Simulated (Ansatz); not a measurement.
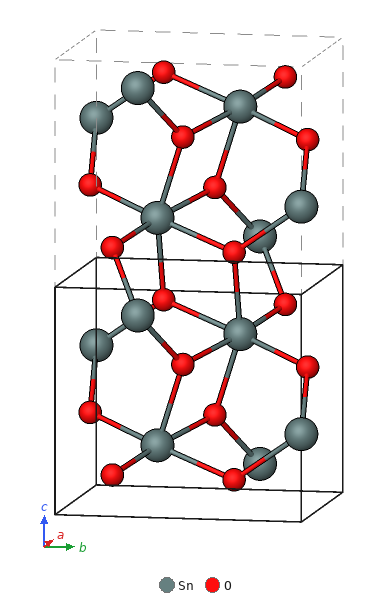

View from a general direction, drawn as a ball-and-stick model. The conventional unit cell (solid box) is repeated to 1×1×2 cells.

Notes on the structure:

- The formula is SnO2.
- It belongs to space group Pbcn (No. 60) and has a primitive orthorhombic lattice.
- The cell comprises 4 formula units: 4 Sn, 8 O.
- The Sn atoms are each bonded to six O in a distorted octahedral arrangement. The neighbours of O are three Sn.
- The bonds build a three-dimensional framework.

The structure was taken from a structure listed in the Materials Project. It was relaxed with DFT LDA, scalar-relativistic, plane waves, PAW (Ansatz 0.2.0) under a constraint or pressure on the cell, so some stress remains.
